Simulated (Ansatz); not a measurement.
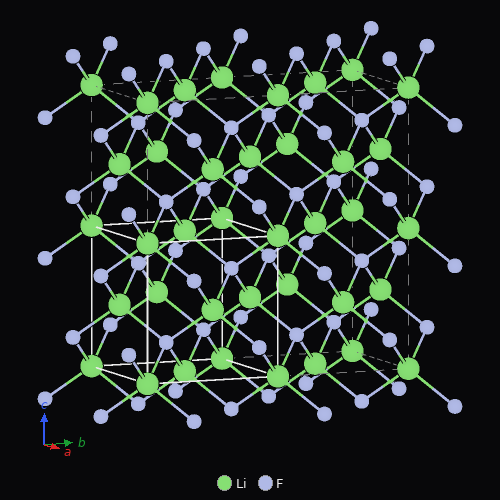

LiF (space group F-43m, No. 216): the geometry relaxed (final pressure about -2.2 GPa) with DFT LDA, scalar-relativistic, plane waves, PAW in Ansatz; the starting structure was generated, so it need not be a known form of this composition.

Bonds are taken as F–Li below 2.1 Å. Atoms with one bond or none are removed and atoms with two bonds are replaced by edges, until no such atom is left.

Q: What kind of net remains, and which atoms are its nodes?

A: A uninodal 4-connected, three-periodic net: Li and F are 4-connected nodes.

Q: Which named net is it?

A: It is the dia net, known from diamond, zinc blende and cristobalite.

Q: Is the net interpenetrated?

A: It is a single net, without interpenetration.

Q: How many nodes does the smallest cycle have?

A: Six.
